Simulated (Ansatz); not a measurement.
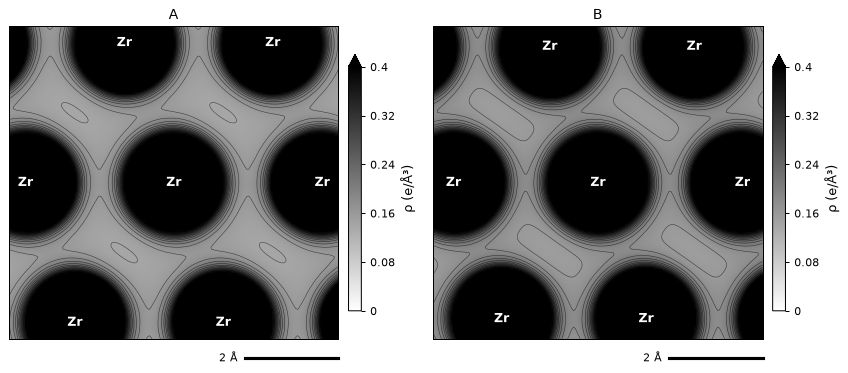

Zr. The valence pseudo-density of two cells that differ in size, on the (100) plane of each (indices in the axes of the calculation cell), at one length scale and on one colour scale: A has 24.7 Å³ an atom and B 22.8.

Method: Kohn-Sham DFT of a periodic cell, RPBE, Ansatz PAW in Ansatz 0.2.0.

The density is the valence pseudo-density of a PAW calculation; it isn't the true density close to the nuclei.

What does the compression do to the bonding and the properties?

Answer. From the larger cell to the smaller, Zr–Zr goes from 3.18 to 3.09 Å, and the density at its midpoint from 0.16 to 0.18 e/Å³; the pressure goes from −4.0 to 2.1 GPa.
